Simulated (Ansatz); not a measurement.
# Calculations on GaN and related structures

## 1. Relaxation

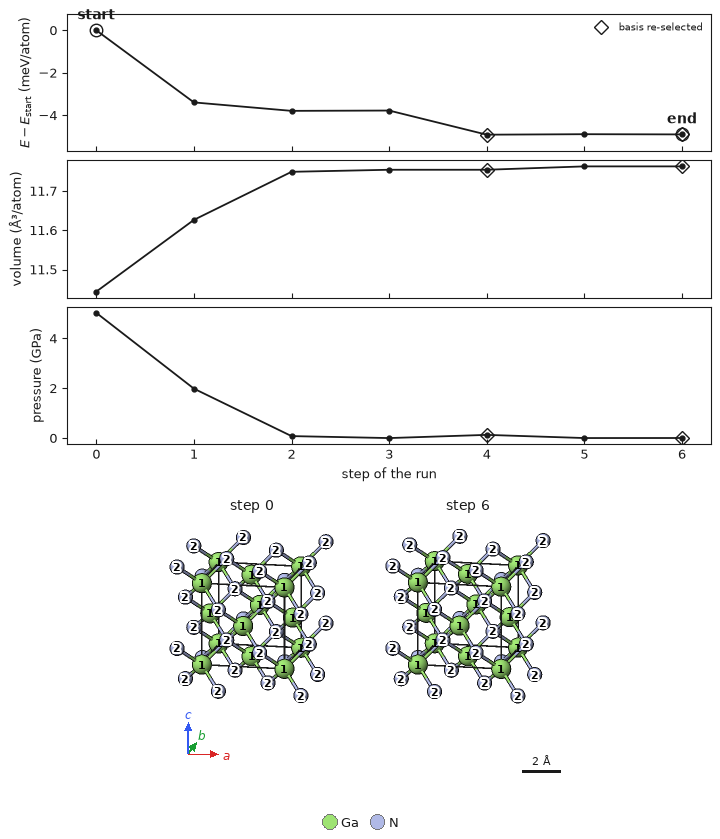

First and last geometry of a relaxation of a crystal of GaN (set up in F-43m), with the history of the run. A ball-and-stick model of the conventional cell (4 times the calculation's cell), seen slightly off an axis. Lengths and directions refer to the drawn axes.

Computed with DFT PBE, scalar-relativistic, plane waves, PAW (Ansatz). (plane-wave cutoff 420 eV; k-point mesh 10 × 10 × 10; occupations gaussian; smearing width 0.02 eV; no spin polarisation; cell and atoms relaxed; force threshold 0.005 eV/Å; at most 80 steps)

> What do the curves and the structures tell?

It converged. The energy falls by 4.9 meV per atom in 4 accepted moves (6 points after the start). All forces vanish by symmetry, so only the cell relaxes. The pressure goes from 5.03 to 0.00 GPa. At 2 points the geometry stayed and the basis and grid were re-selected for the new cell (energy shift of 1.1 meV per atom at most each time). No atom moves by more than 0.005 Å relative to the cell. The drawn cell changes as follows: a = b = c 4.507 → 4.548 Å (+0.9 %); the volume changes by +2.8 %. Near-neighbour distances that change, for instance: Ga1–N2 1.952 → 1.970 Å. The space group stays F-43m (No. 216). Cost: 4.6 s on 4 threads of Arm Neoverse V1 (shared host), peak memory 0.32 GiB.

## 2. Relaxation

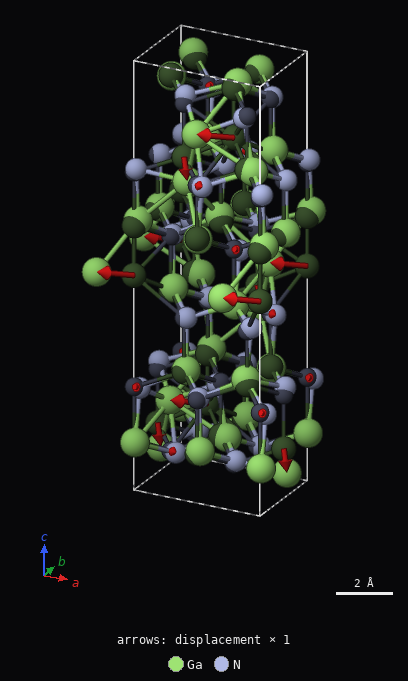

This is a relaxation of a defect cell of composition Ga9N8. The starting structure is drawn faded, the final one solid; red arrows show the displacements, at their true length.

Style: ball-and-stick. Shown: the larger cell on standard axes (3 times the calculation's cell) (origin shifted), slightly off an axis.

Case: Ga interstitial, charge +0, atoms relaxed.

These are results of DFT PBE, scalar-relativistic, plane waves, PAW in Ansatz 0.2.0, not measurements.

Input
```yaml
crystal:
  lattice:
    - [4.5484769843, 0.0, 4.5484769843]
    - [0.0, -4.5484769843, 4.5484769843]
    - [4.5484769843, -4.5484769843, 0.0]
  atoms:
    - { symbol: Ga, position: [0.0, 0.5, 0.5] }
    - { symbol: Ga, position: [0.0, 0.0, 0.5] }
    - { symbol: Ga, position: [0.5, 0.5, 0.5] }
    - { symbol: Ga, position: [0.5, 0.0, 0.5] }
    - { symbol: Ga, position: [0.0, 0.5, 1.0] }
    - { symbol: Ga, position: [0.0, 0.0, 1.0] }
    - { symbol: Ga, position: [0.5, 0.5, 1.0] }
    - { symbol: Ga, position: [0.5, 0.0, 1.0] }
    - { symbol: "N", position: [0.125, 0.625, 0.125] }
    - { symbol: "N", position: [0.125, 0.125, 0.125] }
    - { symbol: "N", position: [0.625, 0.625, 0.125] }
    - { symbol: "N", position: [0.625, 0.125, 0.125] }
    - { symbol: "N", position: [0.125, 0.625, 0.625] }
    - { symbol: "N", position: [0.125, 0.125, 0.625] }
    - { symbol: "N", position: [0.625, 0.625, 0.625] }
    - { symbol: "N", position: [0.625, 0.125, 0.625] }
    - { symbol: Ga, position: [0.3824638018, 0.84650194, 0.8843208641], spin: 1.0 }
basis:
  ecutwfc: 420
  xc_grid: 2
kpoints:
  mp_grid: { grid: [3, 3, 3], shift: [0.0, 0.0, 0.0] }
hamiltonian:
  xc: pbe
scf:
  occupations: { method: gaussian, width: 0.02 }
output:
  forces: true
  stress: false
  eigenvalues: true
  populations: true
  write_density: true
  write_potential: true
  elf: true
  volumetric_format: npy
magnetization:
  spin_polarized: true
relax:
  adjacent_minimum: "off"
  f_tol: 0.02
  max_steps: 60
```

Command:
```bash
ansatz run input.yaml --threads 4 --pin off --max-ram 10240MiB --backend cpu --events-out ev --progress --plain --runs-dir out
```

What did the optimiser do to the structure, and how much energy did it gain?

The energy falls by 5.878 eV per cell of the calculation in 24 accepted moves (28 points after the start). The largest force component goes from 9 to 0.0077 eV/Å. The line search rejected the trial steps at points 8, 15, 16, 26 of the run. The atom that moves furthest is Ga17 (1.59 Å roughly along [−2 −3 0]). Largest moves by element: Ga 1.59 Å, N 0.34 Å. The lattice vectors keep their values. Near-neighbour distances that change, for instance: N13–Ga17 3.880 → 2.038 Å, Ga8–Ga17 2.036 → 3.630 Å, N11–Ga17 2.202 → 3.667 Å, N16–Ga17 2.373 → 3.695 Å. New bonds form, among them: N13–Ga17 (3.88 → 2.04 Å). Among the angles between lasting bonds that change: N12–Ga6–Ga17 175.9° → 96.6°, N9–Ga17–N14 90.2° → 150.8°, N12–Ga7–Ga17 179.6° → 126.7°. The program noted that the starting moments weren't kept. The run took 20 min on 4 threads of Arm Neoverse V1 (shared host), peak memory 0.87 GiB.

Limits of the set-up: the periodic images lie only 6.4 Å apart, so the values are limited by the cell's size.

## 3. Path

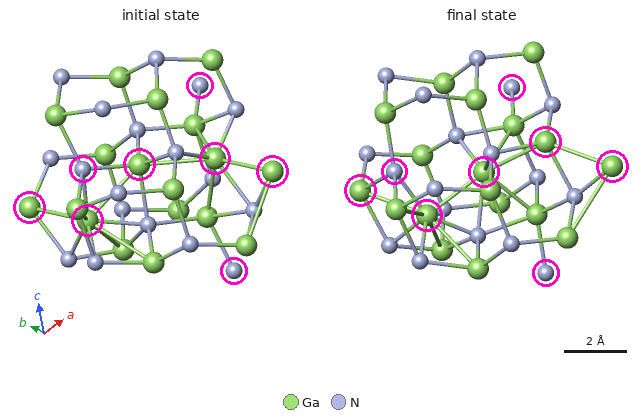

The two relaxed end points of a path for a defect cell of composition Ga9N8 (17 atoms in the cell). The picture is a ball-and-stick view of the atoms within 4.7 Å of the middle of the path, seen slightly off an axis. The atoms that move most are ringed. Bonds to atoms that aren't drawn are left out.

Method: DFT PBE, scalar-relativistic, plane waves, PAW in Ansatz 0.2.0.

Input
```yaml
crystal:
  lattice:
    - [4.5484769843, 0.0, 4.5484769843]
    - [0.0, -4.5484769843, 4.5484769843]
    - [4.5484769843, -4.5484769843, 0.0]
  atoms:
    - { symbol: Ga, position: [-0.0291595267, 0.5186129127, 0.5342232414] }
    - { symbol: Ga, position: [-0.007880232, 0.0122748369, 0.4664699508] }
    - { symbol: Ga, position: [0.4949590667, 0.497446601, 0.5071910358] }
    - { symbol: Ga, position: [0.5237205631, 0.0122404747, 0.4665191517] }
    - { symbol: Ga, position: [-0.0202611887, 0.4720541944, 1.0334307784] }
    - { symbol: Ga, position: [-0.0504338521, 0.1708472427, 0.9245509541] }
    - { symbol: Ga, position: [0.509153141, 0.4720786764, 1.0335147388] }
    - { symbol: Ga, position: [0.5074083999, -0.0121215063, 0.9918997643] }
    - { symbol: "N", position: [0.1268241133, 0.5788253045, 0.1619071698] }
    - { symbol: "N", position: [0.1446152223, 0.1045390839, 0.1134852979] }
    - { symbol: "N", position: [0.6132702228, 0.6225581927, 0.1454054293] }
    - { symbol: "N", position: [0.6318963763, 0.1045567395, 0.1135310984] }
    - { symbol: "N", position: [0.1253220401, 0.6471024523, 0.6474945733] }
    - { symbol: "N", position: [0.1519892511, 0.1296067095, 0.561019186] }
    - { symbol: "N", position: [0.5745603438, 0.6470924323, 0.6475738658] }
    - { symbol: "N", position: [0.6246779599, 0.1274418073, 0.6178089642] }
    - { symbol: Ga, position: [0.19220821, 0.7937781856, 0.8162987834] }
basis:
  ecutwfc: 420
  xc_grid: 2
kpoints:
  mp_grid: { grid: [3, 3, 3], shift: [0.0, 0.0, 0.0] }
hamiltonian:
  xc: pbe
scf:
  occupations: { method: gaussian, width: 0.02 }
output:
  forces: true
neb:
  images: 5
  f_tol: 0.05
  max_iterations: 70
  order_check: false
  final_atoms:
    - { symbol: Ga, position: [0.0186129127, 0.4763233726, 0.5342232414] }
    - { symbol: Ga, position: [-0.002553399, 0.0004032965, 0.5071910358] }
    - { symbol: Ga, position: [0.5122404747, 0.4975198104, 0.4665191517] }
    - { symbol: Ga, position: [0.5122748369, 0.0291354444, 0.4664699508] }
    - { symbol: Ga, position: [-0.0279213236, 0.4852534438, 1.0335147388] }
    - { symbol: Ga, position: [-0.0279458056, 0.0147762158, 1.0334307784] }
    - { symbol: Ga, position: [0.6708472427, 0.4550356554, 0.9245509541] }
    - { symbol: Ga, position: [0.4878784937, 0.0128133422, 0.9918997643] }
    - { symbol: "N", position: [0.0788253045, 0.6324434124, 0.1619071698] }
    - { symbol: "N", position: [0.1225581927, 0.1187661551, 0.1454054293] }
    - { symbol: "N", position: [0.6045567395, 0.6500157858, 0.1135310984] }
    - { symbol: "N", position: [0.6045390839, 0.1373603958, 0.1134852979] }
    - { symbol: "N", position: [0.1470924323, 0.6307733581, 0.6475738658] }
    - { symbol: "N", position: [0.1471024523, 0.0800809343, 0.6474945733] }
    - { symbol: "N", position: [0.6296067095, 0.6573848534, 0.561019186] }
    - { symbol: "N", position: [0.6274418073, 0.1300712687, 0.6178089642] }
    - { symbol: Ga, position: [0.2937781856, 0.697714821, 0.8162987834] }
```

Run as
```bash
ansatz run input.yaml --threads 4 --pin off --max-ram 10240MiB --backend cpu --events-out ev --progress --plain --runs-dir out
```

> Predict the minimum-energy path and its barrier.

The two ends have the same energy, and the highest point, image 3, lies 0.271 eV above the start. A Ga atom travels furthest, 0.90 Å from end to end, roughly along [3 0 −2], on a straight line. It doesn't move alone: Ga (0.88 Å), N (0.48 Å), N (0.48 Å), Ga (0.64 Å) move with it. The band converged in 7 iterations, with a climbing image at the top.

Energies of the converged images:

| image | path (Å) | E (eV) |
| --- | --- | --- |
| 0 | 0.00 | 0.000 |
| 1 | 0.32 | 0.051 |
| 2 | 0.63 | 0.193 |
| 3 | 0.95 | 0.271 |
| 4 | 1.27 | 0.194 |
| 5 | 1.58 | 0.052 |
| 6 | 1.90 | 0.000 |

The geometry at the top of the path:

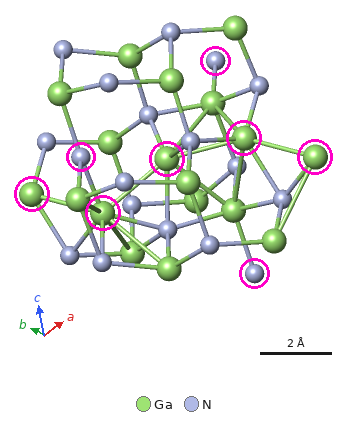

Limits of the set-up: the cell has an odd number of electrons but was run without spin polarisation; the periodic images lie only 6.4 Å apart, so the values are limited by the cell's size.

The run took 7.3 min on 4 threads of Arm Neoverse V1 (shared host), peak memory 1.6 GiB.
